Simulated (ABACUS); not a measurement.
**InAs: single-point calculation at one volume of an equation of state (part 1 of 2)**

System: InAs (F-43m, 2 atoms in the cell).
Method: Kohn-Sham DFT of a periodic cell, LDA, PseudoDojo NC SR 0.4.1 LDA standard, no spin polarisation (ABACUS 3.10.1).

The structure derives from an entry of the Crystallography Open Database. It belongs to a series of runs on one base structure; here: volume scaled by 1.06.

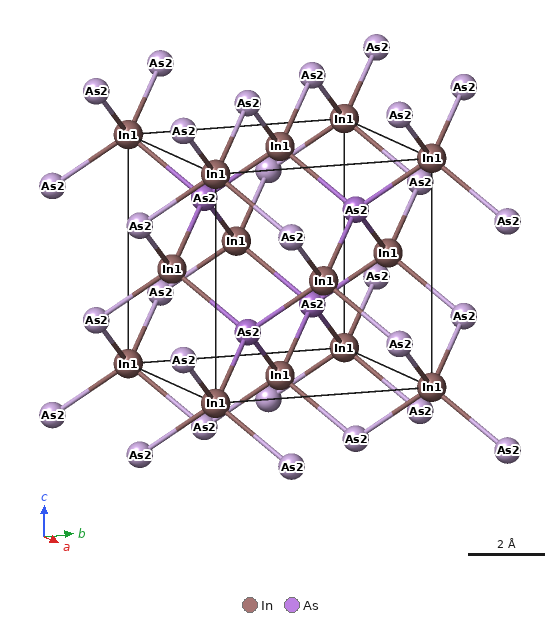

Fig. 1: The structure (ball-and-stick view of the cell 4 times as large as that of the calculation, set on its symmetry axes, seen slightly off an axis; neighbours outside the cell are drawn fainter; atoms are numbered from 1 in the order of the input). Near neighbours in the crystal (not all of them lie inside the picture): In has 4 As at 2.66 Å; As has 4 In at 2.66 Å.

## Key numbers

| quantity | value |
| --- | --- |
| outcome | converged |
| space group (tolerance 0.01 Å) | F-43m (216) |
| electrons treated | 28 |
| free energy | −4686.3684 eV |
| Fermi energy | 7.123 eV |
| gap on the k-point mesh | none (metallic) |
| pressure | −3.33 GPa |
| largest force (length of the vector) | under 0.001 eV/Å |
| hardware | 4 threads of Intel Xeon @ 3.00GHz (Skylake/Cascade Lake), 12 GiB of memory available, shared host |
| wall time | 6.8 s (CPU time 25 s) |
| peak memory | 0.44 GiB |

## Input file
```python
"""ABACUS run from a structure file: ASE reads it, the script writes STRU, KPT and INPUT."""
import re
import subprocess
import spglib
from ase import Atoms
from ase.io import read
from ase.units import Bohr

atoms = read("InAs.cif")
cell, frac, numbers = spglib.standardize_cell((atoms.cell[:], atoms.get_scaled_positions(), atoms.numbers), to_primitive=True, symprec=1e-4)
atoms = Atoms(numbers=numbers, cell=cell, scaled_positions=frac, pbc=True)  # the primitive cell
atoms = atoms[(-atoms.numbers).argsort(kind="stable")]  # ABACUS lists atoms element by element
pseudo = {'In': 'In.upf', 'As': 'As.upf'}
orbital = {}
magmoms = None
kmesh = [6, 6, 6]
params = {
    'suffix': 'InAs',
    'calculation': 'scf',
    'basis_type': 'pw',
    'pseudo_dir': './',
    'symmetry': 1,
    'dft_functional': 'pz',
    'ecutwfc': 81,
    'pseudo_rcut': 7,
    'nspin': 1,
    'nbands': 18,
    'ks_solver': 'dav',
    'smearing_method': 'fd',
    'smearing_sigma': 0.00367493,
    'scf_thr': 1e-08,
    'scf_nmax': 100,
    'mixing_type': 'broyden',
    'mixing_beta': 0.7,
    'cal_force': 1,
    'cal_stress': 1,
    'kpar': 4,
}

symbols = atoms.get_chemical_symbols()
elements = list(dict.fromkeys(symbols))
lines = ["ATOMIC_SPECIES"] + [f"{e} {atoms.get_masses()[symbols.index(e)]:.4f} {pseudo[e]}" for e in elements]
if orbital:
    lines += ["", "NUMERICAL_ORBITAL"] + [orbital[e] for e in elements]
lines += ["", "LATTICE_CONSTANT", f"{1 / Bohr:.10f}", "", "LATTICE_VECTORS"]
lines += [" ".join(f"{x:.10f}" for x in v) for v in atoms.cell]
lines += ["", "ATOMIC_POSITIONS", "Direct"]
for e in elements:
    lines += ["", e, "0.0", str(symbols.count(e))]
    for i, p in enumerate(atoms.get_scaled_positions(wrap=False)):
        if symbols[i] == e:
            mag = "" if magmoms is None else " mag " + " ".join(str(x) for x in (magmoms[i] if isinstance(magmoms[i], list) else [magmoms[i]]))
            lines.append(" ".join(f"{x:.10f}" for x in p) + " 1 1 1" + mag)
open("STRU", "w").write("\n".join(lines) + "\n")
open("KPT", "w").write("K_POINTS\n0\nGamma\n%d %d %d 0 0 0\n" % tuple(kmesh))
open("INPUT", "w").write("INPUT_PARAMETERS\n" + "".join(f"{k:<20s}{v}\n" for k, v in params.items()))

done = subprocess.run(['mpirun', '-np', '4', 'abacus'])
if done.returncode:
    raise SystemExit(done.returncode)
log = open("OUT.InAs/running_scf.log").read()
print("final energy (eV):", re.findall(r"FINAL_ETOT_IS (\S+)", log))
```

## File InAs.cif
```
data_InAs
_cell_length_a 6.15438300
_cell_length_b 6.15438300
_cell_length_c 6.15438300
_cell_angle_alpha 90.00000000
_cell_angle_beta 90.00000000
_cell_angle_gamma 90.00000000
_space_group_name_H-M_alt 'F-43m'
_space_group_name_Hall 'F -4 2 3'
_space_group_IT_number 216
loop_
_space_group_symop_operation_xyz
'x,y,z'
'y,-x,-z'
'-x,-y,z'
'-y,x,-z'
'x,-y,-z'
'y,x,z'
'-x,y,-z'
'-y,-x,z'
'z,x,y'
'-z,y,-x'
'z,-x,-y'
'-z,-y,x'
'-z,x,-y'
'z,y,x'
'-z,-x,y'
'z,-y,-x'
'y,z,x'
'-x,-z,y'
'-y,z,-x'
'x,-z,-y'
'-y,-z,x'
'x,z,y'
'y,-z,-x'
'-x,z,-y'
'x,y+1/2,z+1/2'
'y,-x+1/2,-z+1/2'
'-x,-y+1/2,z+1/2'
'-y,x+1/2,-z+1/2'
'x,-y+1/2,-z+1/2'
'y,x+1/2,z+1/2'
'-x,y+1/2,-z+1/2'
'-y,-x+1/2,z+1/2'
'z,x+1/2,y+1/2'
'-z,y+1/2,-x+1/2'
'z,-x+1/2,-y+1/2'
'-z,-y+1/2,x+1/2'
'-z,x+1/2,-y+1/2'
'z,y+1/2,x+1/2'
'-z,-x+1/2,y+1/2'
'z,-y+1/2,-x+1/2'
'y,z+1/2,x+1/2'
'-x,-z+1/2,y+1/2'
'-y,z+1/2,-x+1/2'
'x,-z+1/2,-y+1/2'
'-y,-z+1/2,x+1/2'
'x,z+1/2,y+1/2'
'y,-z+1/2,-x+1/2'
'-x,z+1/2,-y+1/2'
'x+1/2,y,z+1/2'
'y+1/2,-x,-z+1/2'
'-x+1/2,-y,z+1/2'
'-y+1/2,x,-z+1/2'
'x+1/2,-y,-z+1/2'
'y+1/2,x,z+1/2'
'-x+1/2,y,-z+1/2'
'-y+1/2,-x,z+1/2'
'z+1/2,x,y+1/2'
'-z+1/2,y,-x+1/2'
'z+1/2,-x,-y+1/2'
'-z+1/2,-y,x+1/2'
'-z+1/2,x,-y+1/2'
'z+1/2,y,x+1/2'
'-z+1/2,-x,y+1/2'
'z+1/2,-y,-x+1/2'
'y+1/2,z,x+1/2'
'-x+1/2,-z,y+1/2'
'-y+1/2,z,-x+1/2'
'x+1/2,-z,-y+1/2'
'-y+1/2,-z,x+1/2'
'x+1/2,z,y+1/2'
'y+1/2,-z,-x+1/2'
'-x+1/2,z,-y+1/2'
'x+1/2,y+1/2,z'
'y+1/2,-x+1/2,-z'
'-x+1/2,-y+1/2,z'
'-y+1/2,x+1/2,-z'
'x+1/2,-y+1/2,-z'
'y+1/2,x+1/2,z'
'-x+1/2,y+1/2,-z'
'-y+1/2,-x+1/2,z'
'z+1/2,x+1/2,y'
'-z+1/2,y+1/2,-x'
'z+1/2,-x+1/2,-y'
'-z+1/2,-y+1/2,x'
'-z+1/2,x+1/2,-y'
'z+1/2,y+1/2,x'
'-z+1/2,-x+1/2,y'
'z+1/2,-y+1/2,-x'
'y+1/2,z+1/2,x'
'-x+1/2,-z+1/2,y'
'-y+1/2,z+1/2,-x'
'x+1/2,-z+1/2,-y'
'-y+1/2,-z+1/2,x'
'x+1/2,z+1/2,y'
'y+1/2,-z+1/2,-x'
'-x+1/2,z+1/2,-y'
loop_
_atom_site_label
_atom_site_type_symbol
_atom_site_symmetry_multiplicity
_atom_site_Wyckoff_symbol
_atom_site_fract_x
_atom_site_fract_y
_atom_site_fract_z
_atom_site_occupancy
In1 In 4 a 0.0000000000 0.0000000000 0.0000000000 1
As1 As 4 c 0.2500000000 0.2500000000 0.2500000000 1
```

## File INPUT
```
INPUT_PARAMETERS
suffix              InAs
calculation         scf
basis_type          pw
pseudo_dir          ./
symmetry            1
dft_functional      pz
ecutwfc             81
pseudo_rcut         7
nspin               1
nbands              18
ks_solver           dav
smearing_method     fd
smearing_sigma      0.00367493
scf_thr             1e-08
scf_nmax            100
mixing_type         broyden
mixing_beta         0.7
cal_force           1
cal_stress          1
kpar                4
```

## File STRU
```
ATOMIC_SPECIES
In 114.8180 In.upf
As 74.9216 As.upf

LATTICE_CONSTANT
1.8897261258

LATTICE_VECTORS
0.0000000000 3.0771915000 3.0771915000
3.0771915000 0.0000000000 3.0771915000
3.0771915000 3.0771915000 0.0000000000

ATOMIC_POSITIONS
Direct

In
0.0
1
0.0000000000 0.0000000000 -0.0000000000 1 1 1

As
0.0
1
0.2500000000 0.2500000000 0.2500000000 1 1 1
```

## File KPT
```
K_POINTS
0
Gamma
6 6 6 0 0 0
```

Run as:
```bash
OMP_NUM_THREADS=1 python run_abacus.py > log
```

## What the program printed
```
ABACUS v3.10.1

               Atomic-orbital Based Ab-initio Computation at UStc

 ------------------------------------------------------------------------------------

 READING GENERAL INFORMATION
                           global_out_dir = OUT.InAs/
                           global_in_card = INPUT
                               pseudo_dir = ./
                              orbital_dir =
                                    DSIZE = 4
                                    GSIZE = 1

 READING UNITCELL INFORMATION
                                    ntype = 2
                  lattice constant (Bohr) = 1.88973
              lattice constant (Angstrom) = 1

 READING ATOM TYPE 1
                               atom label = In
                      L=0, number of zeta = 1
                      L=1, number of zeta = 1
                      L=2, number of zeta = 1
             number of atom for this type = 1

 READING ATOM TYPE 2
                               atom label = As
                      L=0, number of zeta = 1
                      L=1, number of zeta = 1
                      L=2, number of zeta = 1
             number of atom for this type = 1

                        TOTAL ATOM NUMBER = 2
DIRECT COORDINATES
    atom                   x                   y                   z     mag                  vx                  vy                  vz
taud_In1            0.0000000000        0.0000000000        0.0000000000  0.0000        0.0000000000        0.0000000000        0.0000000000
taud_As1            0.2500000000        0.2500000000        0.2500000000  0.0000        0.0000000000        0.0000000000        0.0000000000

                          Volume (Bohr^3) = 393.269
                             Volume (A^3) = 58.2764

 Lattice vectors: (Cartesian coordinate: in unit of a_0)
                   +0            +3.07719            +3.07719
             +3.07719                  +0            +3.07719
             +3.07719            +3.07719                  +0
 Reciprocal vectors: (Cartesian coordinate: in unit of 2 pi/a_0)
            -0.162486           +0.162486           +0.162486
            +0.162486           -0.162486           +0.162486
            +0.162486           +0.162486           -0.162486
 The esolver type has been set to : ksdft_pw

                PAO radial cut off (Bohr) = 7

 Read in pseudopotential file is In.upf
                     pseudopotential type = NC
          exchange-correlation functional = SLAPWNOGXNOGC
                 nonlocal core correction = 1
                        valence electrons = 13
                                     lmax = 2
                           number of zeta = 3
                     number of projectors = 6
                           L of projector = 0
                           L of projector = 0
                           L of projector = 1
                           L of projector = 1
                           L of projector = 2
                           L of projector = 2
 XC functional updated to : pz
          exchange-correlation functional = PZ
                PAO radial cut off (Bohr) = 7

 Read in pseudopotential file is As.upf
                     pseudopotential type = NC
          exchange-correlation functional = SLAPWNOGXNOGC
                 nonlocal core correction = 1
                        valence electrons = 15
                                     lmax = 2
                           number of zeta = 3
                     number of projectors = 6
                           L of projector = 0
                           L of projector = 0
                           L of projector = 1
                           L of projector = 1
                           L of projector = 2
                           L of projector = 2
 XC functional updated to : pz
          exchange-correlation functional = PZ
     initial pseudo atomic orbital number = 18

 SETUP THE ELECTRONS NUMBER
            electron number of element In = 13
      total electron number of element In = 13
            electron number of element As = 15
      total electron number of element As = 15
            AUTOSET number of electrons:  = 28
                           occupied bands = 14
                                   NBANDS = 18
                                   NLOCAL = 18

%%%%%%%%%%%%%%%%%%%%%%%%%%%%%%%%%%%%%%%%%%%%%%%%%%%%%%%%%%%%%%%%%%%%%%%%%%%%%%%%%%%%%%%%%%%%%%%%%%%%%%%%%%
 Warning: the number of valence electrons in pseudopotential > 3 for In: [Kr] 4d10 5s2 5p1
 Warning: the number of valence electrons in pseudopotential > 5 for As: [Ar] 3d10 4s2 4p3
 Pseudopotentials with additional electrons can yield (more) accurate outcomes, but may be less efficient.
 If you're confident that your chosen pseudopotential is appropriate, you can safely ignore this warning.
%%%%%%%%%%%%%%%%%%%%%%%%%%%%%%%%%%%%%%%%%%%%%%%%%%%%%%%%%%%%%%%%%%%%%%%%%%%%%%%%%%%%%%%%%%%%%%%%%%%%%%%%%%

 SETUP THE PLANE WAVE BASIS
 energy cutoff for charge/potential (unit:Ry) = 324
            fft grid for charge/potential = [ 48, 48, 48 ]
                        fft grid division = [ 1, 1, 1 ]
        big fft grid for charge/potential = [ 48, 48, 48 ]
                                     nbxx = 110592
                                     nrxx = 110592

 SETUP PLANE WAVES FOR CHARGE/POTENTIAL
                    number of plane waves = 38781
                         number of sticks = 1507

 PARALLEL PW FOR CHARGE/POTENTIAL
     PROC   COLUMNS(POT)             PW
        1           1507          38781
 --------------- sum -------------------
        1           1507          38781
                            number of |g| = 373
                                  max |g| = 29.253
                                  min |g| = 0

----------- Double Check Mixing Parameters Begin ------------
mixing_type: broyden
mixing_beta: 0.7
mixing_gg0: 1
mixing_gg0_min: 0.1
mixing_ndim: 8
----------- Double Check Mixing Parameters End ------------

 LATTICE VECTORS: (CARTESIAN COORDINATE: IN UNIT OF A0)
                   +0            +3.07719            +3.07719
             +3.07719                  +0            +3.07719
             +3.07719            +3.07719                  +0
                       right hand lattice = 1
                                   NORM_A = 4.35181
                                   NORM_B = 4.35181
                                   NORM_C = 4.35181
                           ALPHA (DEGREE) = 60
                           BETA  (DEGREE) = 60
                           GAMMA (DEGREE) = 60

 The lattice vectors have been changed (STRU_SIMPLE.cif)
```
